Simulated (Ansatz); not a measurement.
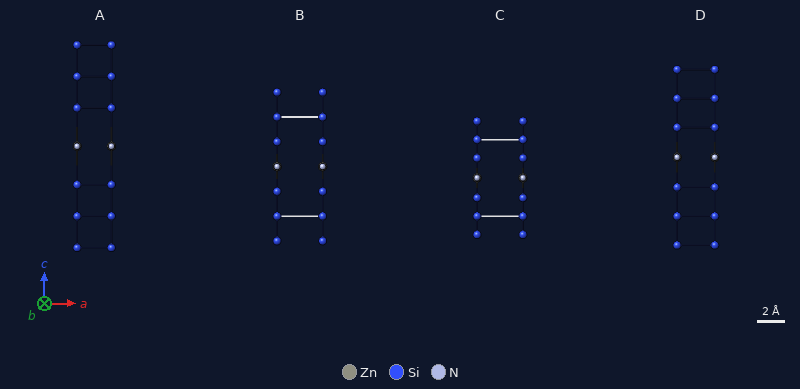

4 geometries from one relaxation of crystalline ZnSi3N (a generated structure, set up in Pmmm) (coarse preliminary run), in shuffled order. Style: ball-and-stick. Shown: the cell of the calculation, along the b axis.

Theory: DFT PBE, scalar-relativistic, plane waves, PAW (Ansatz). Set-up: plane-wave cutoff 420 eV; k-point mesh 6 × 6 × 4; occupations gaussian; smearing width 0.1 eV; no spin polarisation; cell and atoms relaxed; force threshold 0.04 eV/Å; at most 70 steps.

Q: Order the frames from highest to lowest energy.

A: C, B, D, A. They are steps 0, 6, 12, 25, at +11169 meV per atom, +1878 meV per atom, +623 meV per atom relative to the last. After 22 accepted moves (25 points after the start) the energy has fallen by 11169 meV per atom. The largest force component goes from 22 to 0.032 eV/Å. The pressure goes from 251.80 to 0.01 GPa. The SCF was repeated 3 times at an unchanged geometry on a basis and grid sized afresh for the cell, which shifted the energy by 363 meV per atom at most. The largest moves relative to the cell, 0.16 Å, are those of Si atoms. N and Zn stay in place. The drawn cell changes as follows: a 3.424 → 2.565 Å (−25.1 %), b 3.434 → 3.476 Å (+1.2 %), c 5.719 → 10.433 Å (+82.4 %); the volume changes by +38.3 %. Among the contacts that change: Si–Si 2.966 → 5.725 Å, Si–Si 2.752 → 4.707 Å, Si–Zn 1.483 → 2.863 Å, N–Si 2.269 → 3.349 Å. The space group stays Pmmm (No. 47). The run took 2.2 min on 1 thread of Intel(R) Xeon(R) Processor @ 2.70GHz, on a shared host, peak memory 0.43 GiB.
